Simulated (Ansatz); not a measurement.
Si₉HO₁₈ (cell with a defect)

Input

```
crystal:
  lattice:
    - [5.0184321724, 0.0, -5.5095000252]
    - [-2.5092160862, -4.3460897484, -5.5095000252]
    - [-2.5092160862, 4.3460897484, -5.5095000252]
  atoms:
    - { symbol: Si, position: [0.063415248, 0.063415248, 0.5398361707] }
    - { symbol: Si, position: [0.7300819146, 0.7300819146, 0.2065028374] }
    - { symbol: Si, position: [0.3967485813, 0.3967485813, 0.8731695041] }
    - { symbol: Si, position: [0.5078596924, 0.9842806152, 0.5078596924] }
    - { symbol: Si, position: [0.1745263591, 0.6509472818, 0.1745263591] }
    - { symbol: Si, position: [0.8450003721, 0.3163434932, 0.829918153], spin: 0.111 }
    - { symbol: Si, position: [0.4236626962, 0.9523552885, 0.9381947251], spin: 0.111 }
    - { symbol: Si, position: [0.0953917263, 0.6189708035, 0.6189708035] }
    - { symbol: Si, position: [0.7620583929, 0.2856374702, 0.2856374702] }
    - { symbol: O, position: [0.3445972173, 0.1862269138, 0.9301919123] }
    - { symbol: O, position: [0.011263884, 0.8528935805, 0.596858579] }
    - { symbol: O, position: [0.6732962889, 0.5209594459, 0.26017582], spin: 0.111 }
    - { symbol: O, position: [0.4823197366, 0.9133462372, 0.7405021739], spin: 0.111 }
    - { symbol: O, position: [0.1524141345, 0.5668194395, 0.408449136] }
    - { symbol: O, position: [0.8190808012, 0.2334861062, 0.0751158027] }
    - { symbol: O, position: [0.6443546668, 0.36674136, 0.7963380154], spin: 0.111 }
    - { symbol: O, position: [0.2973380249, 0.0413030234, 0.4557083284] }
    - { symbol: O, position: [0.9640046916, 0.7079696901, 0.1223749951] }
    - { symbol: O, position: [0.5928087439, 0.1784034389, 0.4344384404] }
    - { symbol: O, position: [0.2594754106, 0.8450701056, 0.1011051071] }
    - { symbol: O, position: [0.9271718759, 0.5287439584, 0.7601779875], spin: 0.111 }
    - { symbol: O, position: [0.989993996, 0.1483642995, 0.7339589945] }
    - { symbol: O, position: [0.6566606626, 0.8150309661, 0.4006256612] }
    - { symbol: O, position: [0.3286052955, 0.4740495154, 0.0647798793], spin: 0.111 }
    - { symbol: O, position: [0.9561812167, 0.2122162182, 0.3705865217] }
    - { symbol: O, position: [0.6118523543, 0.8830881915, 0.0331865692], spin: 0.111 }
    - { symbol: O, position: [0.28951455, 0.5455495515, 0.703919855] }
    - { symbol: H, position: [0.6215852958, 0.6056148262, 0.9439463419], spin: 0.111 }
  host:
    lattice:
      - [5.0184321724, 0.0, 0.0]
      - [-2.5092160862, 4.3460897484, 0.0]
      - [0.0, 0.0, 5.5095000252]
    atoms:
      - { symbol: Si, position: [0.0, 0.4764209227, 0.3333333333] }
      - { symbol: Si, position: [0.5235790773, 0.5235790773, 0.0] }
      - { symbol: Si, position: [0.4764209227, 0.0, 0.6666666667] }
      - { symbol: O, position: [0.1583703035, 0.7439649985, 0.5389839566] }
      - { symbol: O, position: [0.585594695, 0.8416296965, 0.8723172899] }
      - { symbol: O, position: [0.2560350015, 0.414405305, 0.2056506233] }
      - { symbol: O, position: [0.414405305, 0.2560350015, 0.7943493767] }
      - { symbol: O, position: [0.8416296965, 0.585594695, 0.1276827101] }
      - { symbol: O, position: [0.7439649985, 0.1583703035, 0.4610160434] }
basis:
  ecutwfc: 420
  xc_grid: 2
kpoints:
  mp_grid: { grid: [2, 2, 2], shift: [0.5, 0.5, 0.5] }
hamiltonian:
  xc: pbe
scf:
  occupations: { method: gaussian, width: 0.01 }
output:
  forces: true
  stress: false
  eigenvalues: true
  populations: true
  charged_corrections:
    defect_position: [0.61111111, 0.61111111, 0.94444444]
    epsilon: [[4.5616, 0.0, 0.0], [0.0, 4.5616, 0.0], [0.0, 0.0, 4.791]]
  write_density: true
  write_potential: true
  elf: true
  volumetric_format: npy
magnetization:
  spin_polarized: true
relax:
  adjacent_minimum: "off"
  f_tol: 0.025
  max_steps: 45
```

Run with:

```sh
ansatz run input.yaml --threads 4 --pin off --max-ram 10240MiB --backend cpu --events-out ev --progress --plain --runs-dir out
```

The fields are those of the run's last geometry, not of the input's.

Spin-polarised.

Theory: Ansatz, DFT PBE, scalar-relativistic, plane waves, PAW.

Question: What can the converged valence pseudo-density, electron localisation function and spin density tell about the bonding?

Answer: Si–O (1.63 Å): ρ at the midpoint is about 1.2 e/Å³; the ELF peaks at about 0.85 between the atoms, as expected for a short, strongly polar bond.
O–H (2.45 Å): ρ is about 0.12 e/Å³ halfway; the ELF climbs to about 1 towards the hydrogen, as it does in any bond to H.
The spin density sits on H: +0.7 μB in one cell of 28 atoms: a single local moment. The cell of the calculation (28 atoms) carries 1.0 μB of net spin moment.

Question: Metal or insulator at this level of theory?

Answer: It is gapped, with a Kohn–Sham gap of 3.5 eV on the k-point mesh (the band edges may lie off the mesh, which would make the gap smaller).

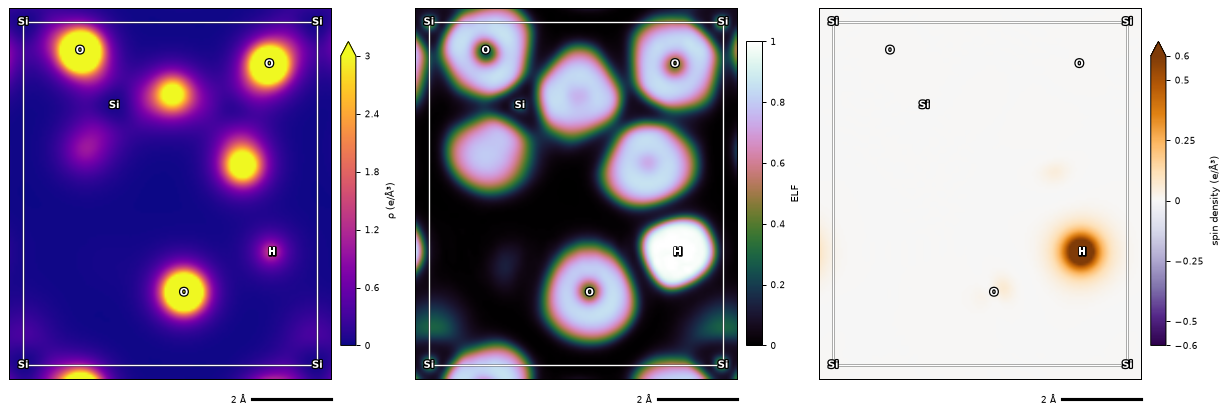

Computed valence pseudo-density, electron localisation function and spin density on the (011) plane of the calculation cell, in this order. Atoms just off the plane (Si, 0.4 Å away and O, 0.4 Å away) can leave unmarked features too.
